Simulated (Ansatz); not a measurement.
Consider PbO.

Input file:

```
crystal:
  lattice:
    - [4.113504, 0.0, 0.0]
    - [0.0, 3.835296, 0.0]
    - [0.0, 0.0, 5.022]
  atoms:
    - { symbol: Pb, position: [0.0, 0.5, 0.2351] }
    - { symbol: Pb, position: [0.5, 0.0, 0.7649] }
    - { symbol: O, position: [0.0, 0.0, 0.0] }
    - { symbol: O, position: [0.5, 0.5, 0.0] }
basis:
  ecutwfc: 420
kpoints:
  mp_grid: { grid: [8, 8, 6] }
hamiltonian:
  xc: pbe
scf:
  occupations: { method: gaussian, width: 0.05 }
output:
  forces: true
  stress: true
  eigenvalues: true
  write_density: true
  write_potential: true
  elf: true
  volumetric_format: npy
```

Command:

```sh
ansatz run input.yaml --threads 1 --pin off --max-ram 2560MiB --backend cpu --events-out ev --progress --plain --runs-dir out
```

Below, planes, directions and counts refer to the conventional cell (a = 3.84 Å, b = 4.11 Å, c = 5.02 Å, α = 90.00°, β = 90.00°, γ = 90.00°).

Space group Pmmn; changed on purpose from its base cell (strain +0.0350 x Voigt [1, -1, 0, 0, 0, 0], atoms carried along); not relaxed (largest force 0.6 eV/Å); computed pressure about 5 GPa in this cell.

These are results of Ansatz, DFT PBE, scalar-relativistic, plane waves, PAW, not measurements.

What will maps of the valence pseudo-density and electron localisation function show?

Answer. Pb–O (2.37 Å): ρ is about 0.41 e/Å³ halfway; the ELF peaks at about 0.85 in the valence shell of O, 0.6 Å from its nucleus, and drops to about 0.15 between the two atoms.

Does the calculation make it a metal, or give it a gap?

Answer. It is gapped, with a Kohn–Sham gap of 1.2 eV on the k-point mesh (the band edges may lie off the mesh, which would make the gap smaller).

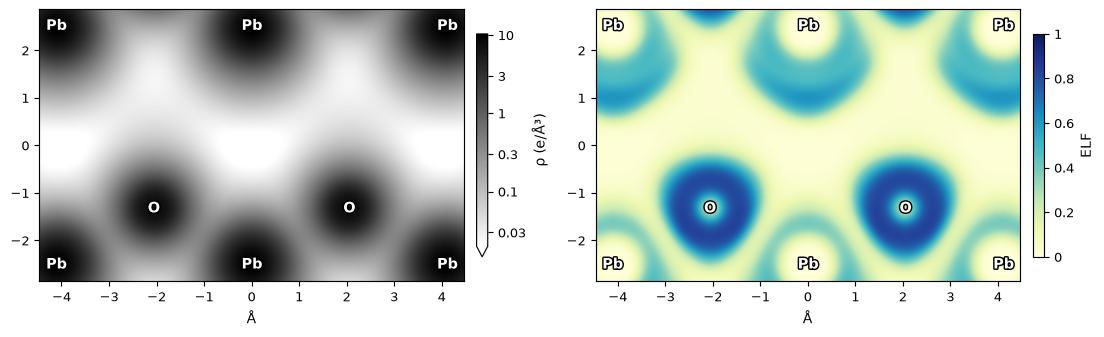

Computed valence pseudo-density and electron localisation function on the (100) plane of the conventional cell, in this order. 
